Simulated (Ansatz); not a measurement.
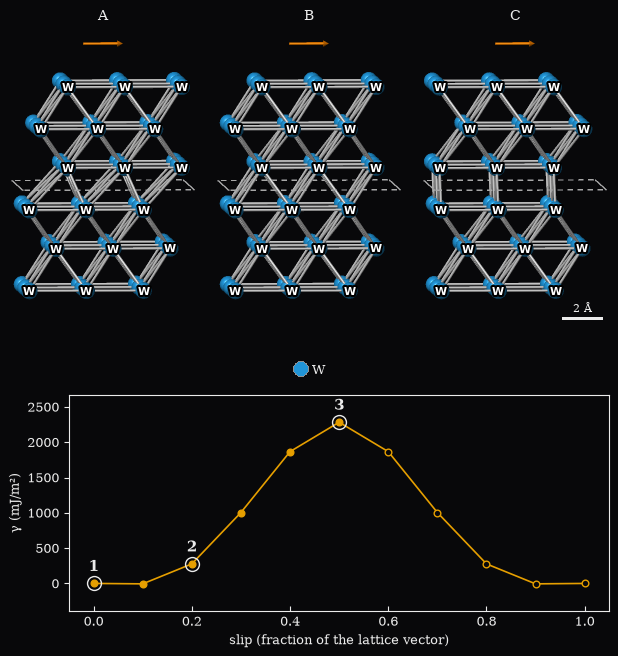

A scan of solid W (Fm-3m): the crystal above a cut along the (0 0 1) plane of the conventional cell (between a plane of W below and one of W above, 2.03 Å apart) is slid rigidly by fractions of an in-plane lattice vector 2.87 Å long (a generalised stacking fault). One cut stands in each cell, which starts 12.2 Å high; nothing is relaxed, and the dashed outline marks the cut, the arrow on top the direction of slip. The frames are shuffled; the numbered points of the plot belong to them. Hollow markers are points alike by symmetry, not computed again. The picture is a ball-and-stick view of the layers on both sides of the cut, seen from the side, nearly along the cut plane.

The calculation used DFT r2SCAN, scalar-relativistic, plane waves, PAW (Ansatz 0.2.0). Settings: plane-wave cutoff 500 eV; k-point mesh 16 × 16 × 4; occupations gaussian; smearing width 0.15 eV; no spin polarisation. Energies (free energies at the smearing named) are counted from the cell as listed in its source, which wasn't relaxed.

Question: Match the frames to the points.

Answer: Point 1 is frame B (the slip 0.00, 0 mJ/m²); 2 is frame A (the slip 0.20, 277 mJ/m²); 3 is frame C (the slip 0.50, 2283 mJ/m²). The curve starts and ends at zero, since a full lattice vector restores the crystal. Its highest computed point is 2283 mJ/m² at slip 0.50, which the unstable stacking-fault energy of this rigid path equals or slightly exceeds. No local minimum shows among the points, so there is no metastable fault on this line. The path is symmetric about half-way. Relaxation across the fault would lower the values.
